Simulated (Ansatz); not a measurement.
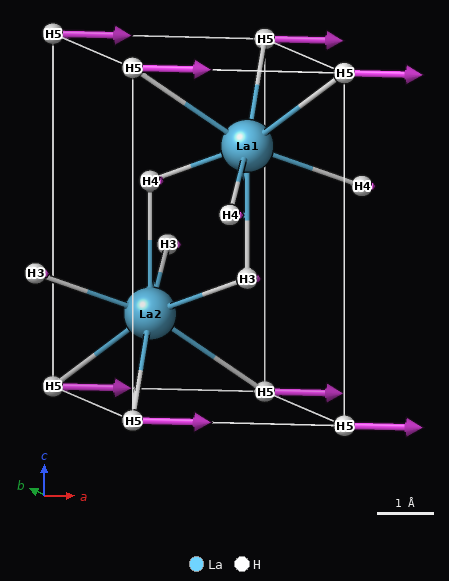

One vibrational mode of solid La$_{2}$H$_{3}$ (a generated structure) at the zone centre. The pink arrows give the relative displacements of the atoms. A ball-and-stick model of the cell of the calculation, seen slightly off an axis.

Level of theory: DFT PBE, scalar-relativistic, plane waves, PAW (Ansatz). Settings: plane-wave cutoff 420 eV; k-point mesh 12 × 12 × 6; occupations fermi dirac; smearing width 0.15 eV; no spin polarisation.

The frequencies depend somewhat on the k-mesh and the smearing.

Question: Describe the mode and give its frequency.

Answer: This is the E_u mode (doubly degenerate; one member of the set is drawn) at 610 cm⁻¹, optical level 4 of 8, counted from below, infrared-active by symmetry. The La atoms hardly move. The crystal is a metal, so free carriers screen the infrared response.
